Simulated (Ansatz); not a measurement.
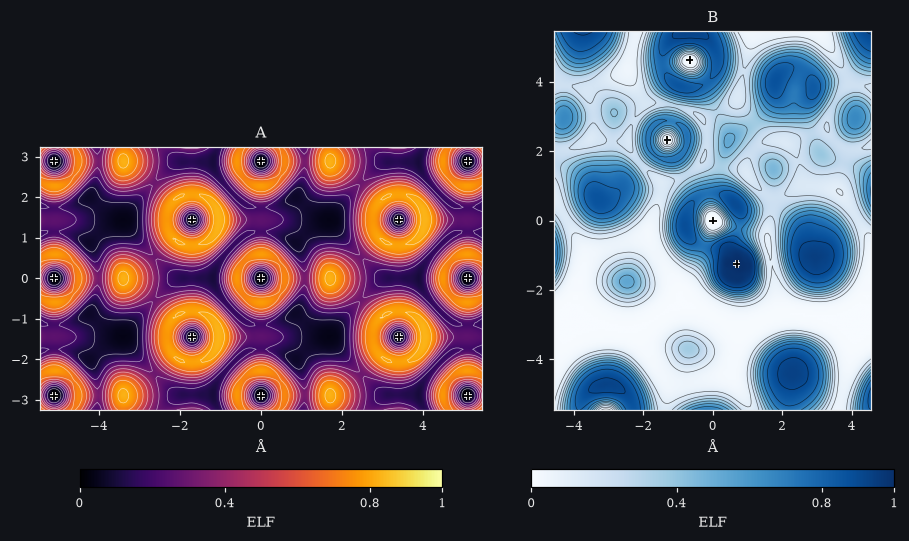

The ELF of 2 systems, each on a plane through atoms (crosses mark nuclei in the plane).

Level of theory: Ansatz 0.2.0, DFT PBE, scalar-relativistic, plane waves, PAW.

System 1: HW$_{5}$S$_{10}$ (cell with a defect), the (11̄0) plane of the calculation cell. Spin-polarised.

```xyz
16
Lattice="4.7816 -2.7607 0.0000 1.5939 -0.9202 -7.4744 6.3755 5.5213 0.0000" Properties=species:S:1:pos:R:3 pbc="T T T"
W     6.3664   -3.6380   -7.3713
W     4.7733   -0.8867   -7.4049
W     7.9849   -0.8877   -7.4165
W     6.3722    1.8363   -7.4629
W     9.5536    1.8837   -7.3682
S     3.1899   -1.7899   -5.8108
S     6.3856   -1.7805   -5.8344
S     4.7947    0.9649   -5.8463
S     7.9387    0.9531   -5.8390
S    11.1482    1.0779   -5.6942
S     1.5768   -0.8964   -1.4829
S     4.7774   -0.9001   -1.4939
S     3.1791    1.8483   -1.5332
S     6.3974    1.8640   -1.5182
S     9.5569    1.8840   -1.4676
H    11.1507    2.1191   -4.7094
```

System 2: TaN, the (010) plane of the calculation cell. Space group P-6m2.

Match each panel to its system.

Panel A is system 2, TaN: the plane holds Ta and N. Ta–N (2.24 Å): the ELF peaks at about 0.80 in the valence shell of N, 0.7 Å from its nucleus, and is about 0.20 at the midpoint (no localised pair shows between them). Panel B is system 1, HW$_{5}$S$_{10}$: the plane holds W, S and H. S–H (1.43 Å): the ELF climbs to about 1 towards the hydrogen, as it does in any bond to H: an ordinary covalent bond to hydrogen.
